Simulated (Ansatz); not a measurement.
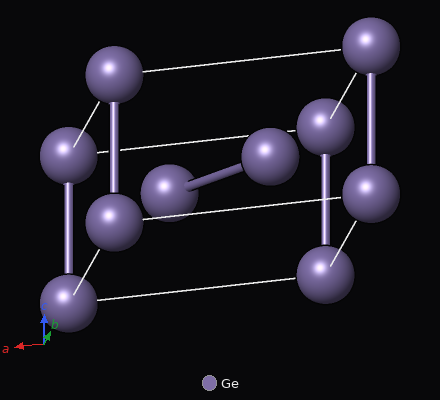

The structure; the drawing may span several cells.

Structure (in its standard cell), the end point of a relaxation with DFT, LDA (PW92), plane waves (420 eV) with PAW, scalar-relativistic in Ansatz; the starting structure was generated, so it need not be a known form of this composition:

```yaml
crystal:
  lattice:
    - [4.79477, 0.00000, 0.00000]
    - [-2.39738, 4.15239, 0.00000]
    - [0.00000, 0.00000, 2.70911]
  atoms:
    - { symbol: Ge, position: [0.00000, 0.00000, 0.00000] }
    - { symbol: Ge, position: [0.33333, 0.66667, 0.50000] }
    - { symbol: Ge, position: [0.66667, 0.33333, 0.50000] }
```

### Predict the [101] zone-axis pattern (200 kV, kinematic, B = 1 Å²).

The spots form a centred rectangular net whose two shortest vectors correspond to d = 4.15 Å and 2.27 Å, 74.1° apart. They are 0 1 0 (itself too weak to see) and 1 0 -1. The pattern has symmetry 2mm. Reflections such as 0 1 0, 0 2 0, 2 -2 -2 are allowed but too weak to see at this display level.

Strongest reflections with d > 0.83 Å, one of each family (|F|² from tabulated Gaussian fits of the electron scattering factors, times a small damping for the curvature of the Ewald sphere):

```tsv
hkl	d (Å)	I (strongest = 100)
1 0 -1	2.269	100
0 3 0	1.384	71
2 -1 -2	1.179	46
1 2 -1	1.358	30
2 2 -2	0.898	18
1 1 -1	1.795	15
```

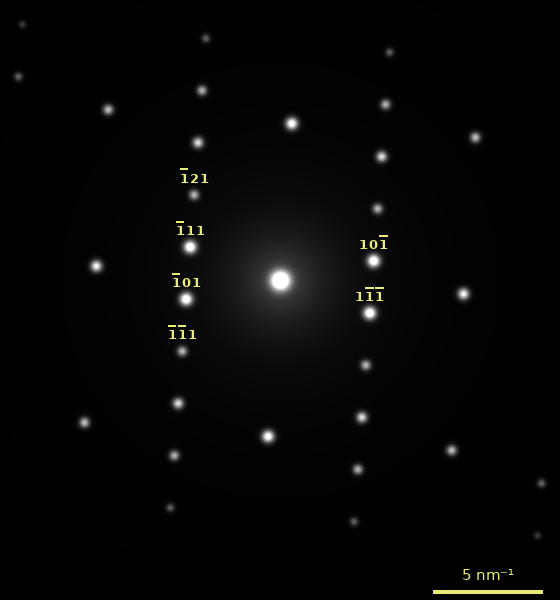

Calculated pattern, seen from the source side with [101] pointing towards the source.
